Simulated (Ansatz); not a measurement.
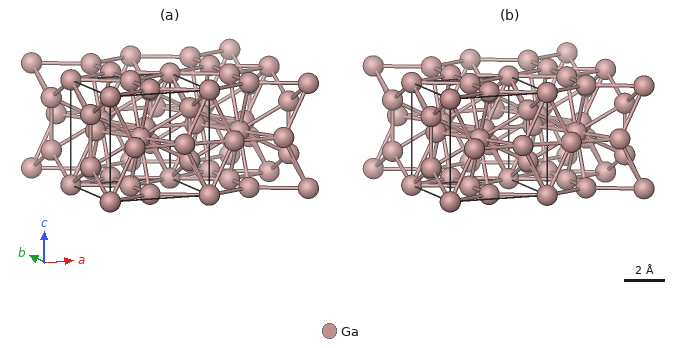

The structure of solid Ga (built on the beta-tungsten (A15)_223 type) before (left) and after (right) a relaxation, at one scale.

Style: ball-and-stick. Shown: the cell of the calculation, repeated 2 × 2 × 1 with one cell outlined, slightly off an axis.

Case: beta-tungsten (A15) type (Pm-3n, No. 223).

Level of theory: DFT PBEsol, scalar-relativistic, plane waves, PAW in Ansatz. (plane-wave cutoff 420 eV; k-point mesh 8 × 8 × 8; occupations gaussian; smearing width 0.1 eV; no spin polarisation; cell and atoms relaxed; force threshold 0.01 eV/Å; at most 80 steps)

**Describe what moved and what it gained.**

Over 3 accepted moves (4 points after the start) the energy falls by 14.0 meV per atom. All forces vanish by symmetry, so only the cell relaxes. Pressure: −3.29 GPa at the start and 0.00 GPa at the end. The SCF was repeated once at an unchanged geometry on a basis and grid sized afresh for the cell, which shifted the energy by 0.3 meV per atom at most. No atom moves by more than 0.005 Å relative to the cell. The drawn cell changes as follows: a = b = c 5.377 → 5.257 Å (−2.2 %); the volume changes by −6.6 %. Near-neighbour distances that change, for instance: Ga–Ga 3.006 → 2.939 Å, Ga–Ga 2.689 → 2.628 Å. The space group stays Pm-3n (No. 223). The run took of the order of 100 core-seconds on a shared host.
